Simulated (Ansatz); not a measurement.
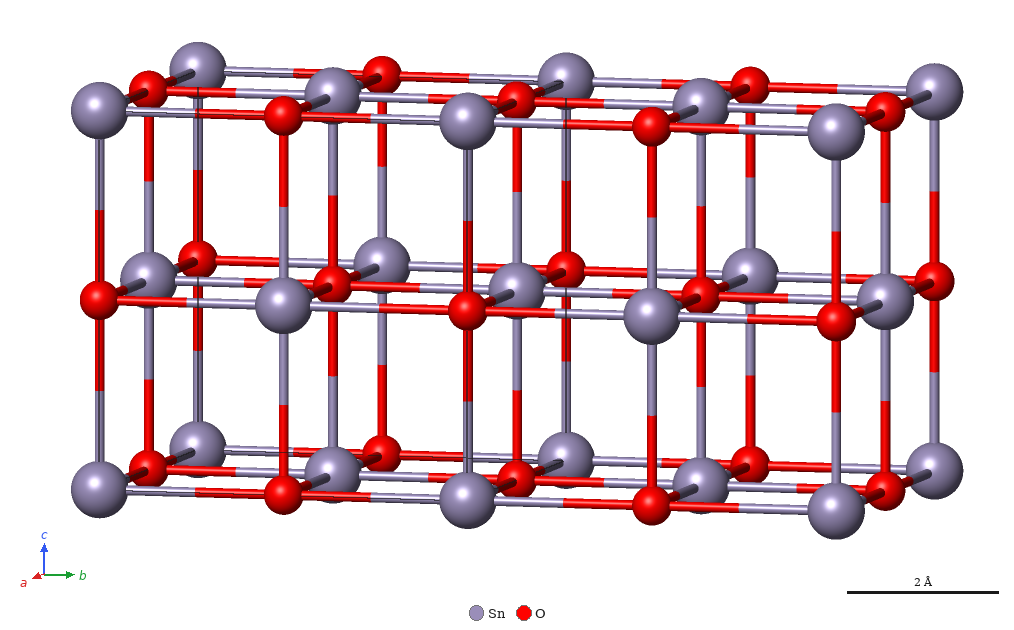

The image is a ball-and-stick drawing of a crystal, viewed slightly off an axis. One conventional unit cell is drawn solid; the view covers 1×2×1 cells.

Its composition is SnO. The lattice is face-centred cubic and the space group Fm-3m (No. 225). It belongs to the family called rock salt (NaCl type). It has 8 atoms to the cell (4 Sn, 4 O). The coordination shell of Sn holds six O in an octahedral arrangement at about 2.5 Å. The O atoms are each bonded to six Sn in an octahedral arrangement at about 2.5 Å. The bonds build a three-dimensional framework.

Starting structure: a structure listed in the Materials Project, with elements exchanged, so it need not be a known form of the compound. Earlier steps of the study may have refined or changed the cell and positions. Ansatz was used for an electronic-structure calculation on it.
